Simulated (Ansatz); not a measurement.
# Cu12N: geometry relaxation (part 2 of 2)

Continued. System: Cu12N (slab, 13 atoms in the cell). Method: DFT PBE, scalar-relativistic, plane waves, PAW, no spin polarisation (Ansatz 0.2.0); cutoff 420 eV, 6×6×1 k-mesh, Gaussian smearing of 0.1 eV. The structure derives from an entry of the Crystallography Open Database. The input holds or restrains some coordinates. Forces given for the steps count only the free coordinates.

Geometry of the input (Å; fractional positions):
```
5.1332  0.0000  0.0000
-2.5666  4.4455  0.0000
0.0000  0.0000  19.6236
Cu 0.3333  0.1667  0.2038
Cu 0.3333  0.6667  0.2038
Cu 0.8333  0.1667  0.2038
Cu 0.8333  0.6667  0.2038
Cu 0.1667  0.3333  0.3089
Cu 0.1667  0.8333  0.3089
Cu 0.6667  0.3333  0.3089
Cu 0.6667  0.8333  0.3089
Cu 0.0000  0.0000  0.4140
Cu -0.0000  0.5000  0.4140
Cu 0.5000  0.0000  0.4140
Cu 0.5000  0.5000  0.4140
N  0.0833  0.3333  0.4794
```

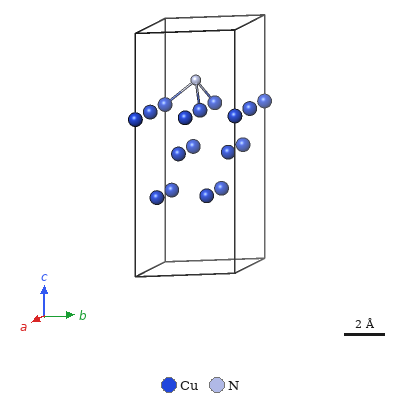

The geometry at step 3 of the log (ball-and-stick view of the cell of the calculation, with the vacuum cut short, seen slightly off an axis; bonded neighbours outside the cell are drawn too).

**Output, continued**
```
--- Forces (eV/Å), atoms counted from 1 ---
  atom   1  Cu     0.04066066    -0.01671148    -0.04462265
  atom   2  Cu    -0.00226806     0.03473016    -0.05008300
  atom   3  Cu    -0.03711153    -0.01155374    -0.06455033
  atom   4  Cu     0.01864389    -0.00113510    -0.10881314
  atom   5  Cu     0.07422342     0.00382190    -0.28611535
  atom   6  Cu    -0.09912433    -0.00861621     0.03614076
  atom   7  Cu    -0.05630237     0.05574791     0.02257734
  atom   8  Cu     0.04315041    -0.04778159     0.02913173
  atom   9  Cu    -0.04203555     0.28597555     0.87600089
  atom  10  Cu    -1.65121184     1.46228033    -1.20953772
  atom  11  Cu     0.03549525     0.04252625     0.06389415
  atom  12  Cu    -0.45280494    -0.20738088     0.71457812
  atom  13  N      2.12872836    -1.59193412     0.02128561
  max |Σ_I F_I| component: 1.14e-4 eV/Å
--- Band table (eV; the first three rows and the last of 20) ---
  k-point 0: bands = ["-111.5566", "-110.8135", "-110.7715", "-110.7489", "-110.7069", "-110.7029", "-110.5070", "-110.5041", "-110.4914", "-110.4783", "-110.4649", "-110.2807", "-69.2326", "-68.7713", "-68.7282", "-68.2911", "-68.1717", "-68.1620", "-68.1551", "-68.1521", "-68.1419", "-68.1166", "-68.1112", "-68.1081", "-68.0969", "-68.0825", "-68.0786", "-68.0685", "-68.0582", "-68.0547", "-67.9408", "-67.9317", "-67.9220", "-67.9124", "-67.8926", "-67.8819", "-67.8748", "-67.8680", "-67.8484", "-67.8456", "-67.8423", "-67.8246", "-67.8116", "-67.7936", "-67.7867", "-67.6895", "-67.6767", "-67.6309", "-12.1324", "-6.7644", "-4.6592", "-3.4695", "-3.3342", "-3.0954", "-3.0158", "-2.9626", "-2.8779", "-2.7669", "-2.6171", "-2.5529", "-2.4829", "-2.3815", "-2.3181", "-2.3087", "-2.2185", "-1.9379", "-1.8492", "-1.6344", "-1.4665", "-1.2827", "-1.2319", "-1.2105", "-1.1668", "-1.1364", "-1.1137", "-1.0989", "-1.0537", "-1.0233", "-0.9727", "-0.9618", "-0.8855", "-0.8682", "-0.8311", "-0.7384", "-0.6709", "-0.5750", "-0.5029", "-0.3939", "-0.3170", "-0.2770", "-0.2342", "-0.2271", "-0.0945", "-0.0734", "-0.0182", "0.0653", "0.1053", "0.1289", "0.1517", "0.1844", "0.2161", "0.2201", "0.2353", "0.2596", "0.2672", "0.2712", "0.3293", "0.4483", "0.4640", "0.4704", "0.4718", "0.7133", "0.7340", "0.9372", "1.5744", "1.8088", "2.0936", "2.2228", "2.5925", "2.9928", "3.1549", "3.1918", "3.3146", "3.8943", "5.5584", "6.2575", "6.3369", "6.4706", "6.5712", "7.5670", "7.7501", "7.8430", "7.9687", "8.1342", "8.8857", "9.4244", "9.7425", "9.8573", "10.2436", "10.9812"]
  k-point 1: bands = ["-111.5566", "-110.8135", "-110.7714", "-110.7489", "-110.7067", "-110.7032", "-110.5070", "-110.5039", "-110.4915", "-110.4783", "-110.4650", "-110.2807", "-69.2325", "-68.7711", "-68.7281", "-68.2911", "-68.1680", "-68.1601", "-68.1537", "-68.1506", "-68.1417", "-68.1165", "-68.1119", "-68.1099", "-68.0968", "-68.0830", "-68.0786", "-68.0693", "-68.0618", "-68.0560", "-67.9369", "-67.9288", "-67.9187", "-67.9127", "-67.8920", "-67.8847", "-67.8768", "-67.8676", "-67.8503", "-67.8496", "-67.8424", "-67.8245", "-67.8117", "-67.7935", "-67.7868", "-67.6902", "-67.6770", "-67.6309", "-12.1205", "-6.5574", "-4.4913", "-3.4115", "-3.3654", "-3.0805", "-3.0211", "-2.9319", "-2.8370", "-2.7219", "-2.5829", "-2.5269", "-2.3959", "-2.3376", "-2.2533", "-2.2151", "-2.1626", "-1.9193", "-1.8131", "-1.6258", "-1.4766", "-1.3173", "-1.2816", "-1.2417", "-1.1937", "-1.1519", "-1.1287", "-1.0923", "-1.0465", "-1.0265", "-1.0098", "-0.9714", "-0.9240", "-0.8858", "-0.8210", "-0.7972", "-0.7499", "-0.6421", "-0.5466", "-0.4713", "-0.3967", "-0.3289", "-0.2875", "-0.2795", "-0.1839", "-0.1641", "-0.1200", "-0.0602", "-0.0257", "0.0444", "0.0572", "0.0910", "0.1175", "0.1341", "0.1678", "0.1782", "0.1912", "0.2278", "0.2509", "0.2805", "0.3252", "0.3663", "0.3838", "0.5531", "0.8449", "1.0495", "1.1435", "1.5047", "1.8720", "2.0782", "2.4445", "3.0101", "3.3177", "3.6765", "4.1671", "4.5367", "5.8655", "6.5372", "6.6167", "6.7947", "6.9262", "7.6714", "7.9356", "8.0224", "8.1909", "8.3281", "9.1523", "9.7047", "10.0056", "10.1006", "10.3190", "10.9310"]
  k-point 2: bands = ["-111.5566", "-110.8135", "-110.7713", "-110.7490", "-110.7060", "-110.7040", "-110.5070", "-110.5036", "-110.4917", "-110.4783", "-110.4653", "-110.2807", "-69.2324", "-68.7707", "-68.7278", "-68.2912", "-68.1589", "-68.1556", "-68.1525", "-68.1464", "-68.1408", "-68.1171", "-68.1161", "-68.1108", "-68.0964", "-68.0842", "-68.0790", "-68.0708", "-68.0699", "-68.0586", "-67.9274", "-67.9217", "-67.9135", "-67.9106", "-67.8921", "-67.8907", "-67.8827", "-67.8651", "-67.8606", "-67.8536", "-67.8426", "-67.8243", "-67.8117", "-67.7933", "-67.7871", "-67.6918", "-67.6775", "-67.6310", "-12.0967", "-5.9544", "-4.0917", "-3.9341", "-3.2408", "-3.1323", "-2.8556", "-2.8055", "-2.6699", "-2.5762", "-2.5057", "-2.4136", "-2.2476", "-2.2010", "-2.1406", "-2.0237", "-1.9608", "-1.8486", "-1.7304", "-1.6155", "-1.5853", "-1.4882", "-1.4434", "-1.4006", "-1.3095", "-1.2634", "-1.2080", "-1.1562", "-1.0793", "-1.0638", "-1.0247", "-0.9591", "-0.9152", "-0.8848", "-0.8700", "-0.8413", "-0.8143", "-0.7358", "-0.6478", "-0.6144", "-0.5956", "-0.5624", "-0.5108", "-0.4861", "-0.4366", "-0.4016", "-0.3179", "-0.2966", "-0.2686", "-0.1615", "-0.1333", "-0.0807", "-0.0688", "-0.0269", "0.0043", "0.0189", "0.0545", "0.1004", "0.1153", "0.1781", "0.2139", "0.2592", "0.2994", "0.3346", "0.4216", "1.0979", "1.2013", "1.5805", "1.8912", "2.0658", "2.3964", "3.2480", "3.4871", "4.2663", "4.5402", "5.5659", "6.2526", "6.9776", "7.1466", "7.3382", "7.7192", "8.4774", "8.5536", "8.6179", "8.9284", "9.1999", "9.6267", "10.1158", "10.2271", "10.4311", "10.6143", "10.8474"]
  k-point 19: bands = ["-111.5566", "-110.8135", "-110.7713", "-110.7487", "-110.7073", "-110.7029", "-110.5070", "-110.5037", "-110.4911", "-110.4789", "-110.4651", "-110.2807", "-69.2322", "-68.7708", "-68.7273", "-68.2917", "-68.1640", "-68.1524", "-68.1470", "-68.1402", "-68.1352", "-68.1217", "-68.1148", "-68.1079", "-68.1034", "-68.0853", "-68.0811", "-68.0782", "-68.0658", "-68.0602", "-67.9315", "-67.9128", "-67.9045", "-67.9034", "-67.8901", "-67.8897", "-67.8872", "-67.8783", "-67.8692", "-67.8498", "-67.8423", "-67.8244", "-67.8113", "-67.7939", "-67.7868", "-67.6934", "-67.6777", "-67.6310", "-12.0823", "-5.1059", "-4.9775", "-3.5765", "-3.2873", "-2.9414", "-2.7923", "-2.7271", "-2.6669", "-2.4973", "-2.3752", "-2.3442", "-2.2193", "-2.1155", "-2.0217", "-1.9933", "-1.8440", "-1.8147", "-1.7433", "-1.6915", "-1.5986", "-1.5705", "-1.5236", "-1.5203", "-1.4279", "-1.3803", "-1.2493", "-1.1637", "-1.1421", "-1.0657", "-1.0607", "-0.9789", "-0.9576", "-0.9187", "-0.8590", "-0.8553", "-0.8394", "-0.8145", "-0.8043", "-0.7890", "-0.7632", "-0.6539", "-0.5712", "-0.5378", "-0.4990", "-0.4798", "-0.3825", "-0.3131", "-0.3008", "-0.2910", "-0.2735", "-0.2243", "-0.2109", "-0.1285", "-0.1170", "-0.0839", "-0.0369", "-0.0129", "0.1684", "0.2090", "0.2197", "0.2376", "0.2931", "0.3219", "0.3308", "0.9873", "1.2364", "1.6511", "1.9933", "2.0703", "2.6367", "3.2120", "3.5733", "4.1405", "5.2147", "5.7656", "6.1702", "7.2513", "8.0914", "8.1752", "8.5071", "8.5697", "8.8947", "8.9340", "9.1174", "9.4616", "9.6599", "9.6890", "9.7447", "9.9900", "10.6168", "10.7934"]
--- Relaxed structure (4 steps of the walk, 4 accepted, 0 SCFs on fresh bases) ---
  F+E_penalty+E_count = -79880.11725053 eV   max|allowed force component| = 2.129e-2 eV/Å
  atoms:
    - { symbol: Cu, position: [0.3333333333, 0.1666666667, 0.20383590279999997] }
    - { symbol: Cu, position: [0.3333333333, 0.6666666667, 0.20383590279999997] }
    - { symbol: Cu, position: [0.8333333333, 0.1666666667, 0.20383590279999997] }
    - { symbol: Cu, position: [0.8333333332999999, 0.6666666667, 0.20383590279999997] }
    - { symbol: Cu, position: [0.1666666667, 0.3333333333, 0.30890024899999996] }
    - { symbol: Cu, position: [0.1666666667, 0.8333333333, 0.30890024899999996] }
    - { symbol: Cu, position: [0.6666666666999999, 0.3333333333, 0.30890024899999996] }
    - { symbol: Cu, position: [0.6666666666999999, 0.8333333333, 0.30890024899999996] }
    - { symbol: Cu, position: [0.0, 0.0, 0.41397177939999996] }
    - { symbol: Cu, position: [2.7755575615628914e-17, 0.5, 0.41397177939999996] }
    - { symbol: Cu, position: [0.49999999999999994, 0.0, 0.41397177939999996] }
    - { symbol: Cu, position: [0.5, 0.5, 0.41397177939999996] }
    - { symbol: N, position: [0.08333333330000002, 0.3333333333, 0.47761148821648125] }
```

**Trajectory as extended XYZ (Å, eV, eV/Å), 4 frames, from step=1 to step=4**
```
13
Lattice="5.1332 0.0000 0.0000 -2.5666 4.4455 0.0000 0.0000 0.0000 19.6236" Properties=species:S:1:pos:R:3:forces:R:3 step=1 energy=-79880.10690
Cu    1.2833    0.7409    4.0000    0.0389  -0.0160  -0.0444
Cu    0.0000    2.9637    4.0000   -0.0022   0.0330  -0.0491
Cu    3.8499    0.7409    4.0000   -0.0350  -0.0108  -0.0620
Cu    2.5666    2.9637    4.0000    0.0195  -0.0013  -0.1068
Cu    0.0000    1.4818    6.0617    0.0731   0.0037  -0.2720
Cu   -1.2833    3.7046    6.0617   -0.0974  -0.0114   0.0429
Cu    2.5666    1.4818    6.0617   -0.0543   0.0564   0.0278
Cu    1.2833    3.7046    6.0617    0.0403  -0.0466   0.0315
Cu    0.0000    0.0000    8.1236   -0.0597   0.3573   0.9484
Cu   -1.2833    2.2228    8.1236   -1.2862   1.1470  -0.7379
Cu    2.5666    0.0000    8.1236    0.0393   0.0427   0.0818
Cu    1.2833    2.2228    8.1236   -0.4601  -0.2133   0.7329
N    -0.4278    1.4818    9.4079    1.7829  -1.3406  -0.5938
13
Lattice="5.1332 0.0000 0.0000 -2.5666 4.4455 0.0000 0.0000 0.0000 19.6236" Properties=species:S:1:pos:R:3:forces:R:3 step=2 energy=-79880.11312
Cu    1.2833    0.7409    4.0000    0.0395  -0.0163  -0.0444
Cu    0.0000    2.9637    4.0000   -0.0023   0.0336  -0.0493
Cu    3.8499    0.7409    4.0000   -0.0357  -0.0110  -0.0628
Cu    2.5666    2.9637    4.0000    0.0192  -0.0012  -0.1075
Cu    0.0000    1.4818    6.0617    0.0736   0.0037  -0.2771
Cu   -1.2833    3.7046    6.0617   -0.0979  -0.0103   0.0404
Cu    2.5666    1.4818    6.0617   -0.0551   0.0562   0.0259
Cu    1.2833    3.7046    6.0617    0.0413  -0.0470   0.0307
Cu    0.0000    0.0000    8.1236   -0.0539   0.3337   0.9236
Cu   -1.2833    2.2228    8.1236   -1.4097   1.2536  -0.8993
Cu    2.5666    0.0000    8.1236    0.0380   0.0427   0.0753
Cu    1.2833    2.2228    8.1236   -0.4580  -0.2115   0.7266
N    -0.4278    1.4818    9.3951    1.9013  -1.4265  -0.3822
13
Lattice="5.1332 0.0000 0.0000 -2.5666 4.4455 0.0000 0.0000 0.0000 19.6236" Properties=species:S:1:pos:R:3:forces:R:3 step=3 energy=-79880.11724
Cu    1.2833    0.7409    4.0000    0.0407  -0.0167  -0.0448
Cu    0.0000    2.9637    4.0000   -0.0023   0.0347  -0.0502
Cu    3.8499    0.7409    4.0000   -0.0371  -0.0116  -0.0647
Cu    2.5666    2.9637    4.0000    0.0186  -0.0011  -0.1091
Cu    0.0000    1.4818    6.0617    0.0742   0.0038  -0.2861
Cu   -1.2833    3.7046    6.0617   -0.0991  -0.0086   0.0362
Cu    2.5666    1.4818    6.0617   -0.0563   0.0558   0.0226
Cu    1.2833    3.7046    6.0617    0.0431  -0.0478   0.0291
Cu    0.0000    0.0000    8.1236   -0.0420   0.2860   0.8761
Cu   -1.2833    2.2228    8.1236   -1.6512   1.4622  -1.2093
Cu    2.5666    0.0000    8.1236    0.0355   0.0425   0.0637
Cu    1.2833    2.2228    8.1236   -0.4529  -0.2074   0.7147
N    -0.4278    1.4818    9.3725    2.1289  -1.5919   0.0211
13
Lattice="5.1332 0.0000 0.0000 -2.5666 4.4455 0.0000 0.0000 0.0000 19.6236" Properties=species:S:1:pos:R:3:forces:R:3 step=4 energy=-79880.11725
Cu    1.2833    0.7409    4.0000    0.0407  -0.0167  -0.0446
Cu    0.0000    2.9637    4.0000   -0.0023   0.0347  -0.0501
Cu    3.8499    0.7409    4.0000   -0.0371  -0.0116  -0.0645
Cu    2.5666    2.9637    4.0000    0.0186  -0.0011  -0.1088
Cu    0.0000    1.4818    6.0617    0.0742   0.0038  -0.2861
Cu   -1.2833    3.7046    6.0617   -0.0991  -0.0086   0.0361
Cu    2.5666    1.4818    6.0617   -0.0563   0.0557   0.0226
Cu    1.2833    3.7046    6.0617    0.0432  -0.0478   0.0291
Cu    0.0000    0.0000    8.1236   -0.0420   0.2860   0.8760
Cu   -1.2833    2.2228    8.1236   -1.6512   1.4623  -1.2095
Cu    2.5666    0.0000    8.1236    0.0355   0.0425   0.0639
Cu    1.2833    2.2228    8.1236   -0.4528  -0.2074   0.7146
N    -0.4278    1.4818    9.3725    2.1287  -1.5919   0.0213
```

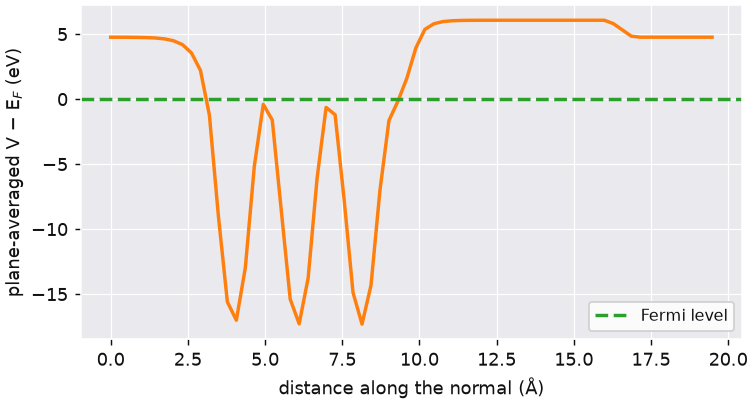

Plane average of the electrostatic potential energy of an electron across the cell, from the Fermi level. The vacuum level lies 6.07 eV above the Fermi level on the upper side and 4.76 eV on the lower.

**Key numbers**

| quantity | value |
| --- | --- |
| outcome | converged under the restraints of the input |
| electrons treated | 233 |
| free energy | −79880.1173 eV |
| work function, top face | 6.07 eV |
| work function, bottom face | 4.76 eV |
| Fermi energy | 1.872 eV |
| gap on the k-point mesh | none (metallic) |
| final volume | 447.81 Å³ |
| work function (upper face) | 6.07 eV |
| largest force (length of the vector) at the end, held atoms and coordinates included | 2.658 eV/Å |
| wall time | 2.4 min (CPU time 9.4 min) |
| peak memory | 1.9 GiB |

**Notes**

The cell holds an odd number of electrons but the run has no spin polarisation, so a band is left half filled.
